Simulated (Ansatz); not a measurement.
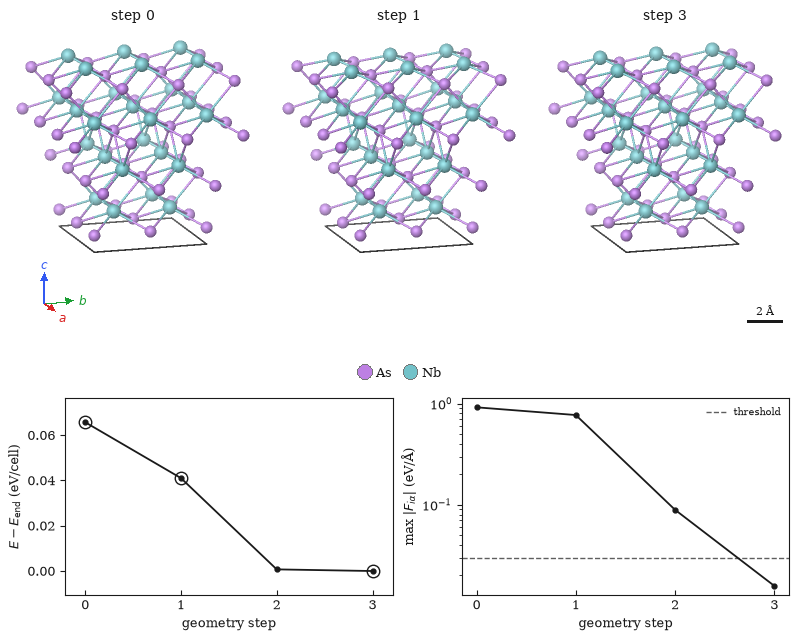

Frames of a constrained relaxation of a slab of composition NbAs (cut from the I4_1md phase), marked on the history of the run. Style: ball-and-stick. Shown: the 2 × 2 repeat of the cell, outlined in the plane, without the vacuum, slightly off an axis.

Case: clean slab, lower half held. The slab is the (0 0 1) face of NbAs. 4 atoms are held fixed.

The calculation used DFT PBEsol, scalar-relativistic, plane waves, PAW in Ansatz. Set-up: plane-wave cutoff 420 eV; k-point mesh 8 × 8 × 1; occupations gaussian; smearing width 0.1 eV; no spin polarisation; dipole correction; atoms relaxed in a fixed cell; force threshold 0.03 eV/Å; at most 70 steps.

Describe the path.

Answer. A Nb atom moves most: 0.12 Å along the normal (−c). By element the largest moves are Nb 0.12 Å, As 0.02 Å. The lattice vectors keep their values. Some distances before and after: Nb–Nb 3.370 → 3.260 Å, As–Nb 2.609 → 2.560 Å, As–Nb 2.603 → 2.615 Å. Bond angles that change, for instance: As–Nb–As 137.5° → 143.6°, Nb–As–Nb 137.5° → 143.6°, Nb–As–Nb 80.6° → 78.1°. After 3 geometry steps the energy has fallen by 65.7 meV per cell of the calculation. The largest force component goes from 0.92 to 0.016 eV/Å. Cost: 110 s on 2 threads of Arm Neoverse V2 (shared host), peak memory 0.8 GiB. From step 0 to 1: a Nb atom moves most (0.19 Å), energy −24.7 meV per cell of the calculation. From step 1 to 3: a Nb atom moves most (0.07 Å), energy −41.0 meV per cell of the calculation.

```csv
step,"E − E(0), meV/atom","largest force component, eV/Å"
0,0.00,0.9205
1,-3.08,0.7723
2,-8.12,0.0892
3,-8.22,0.0158
```
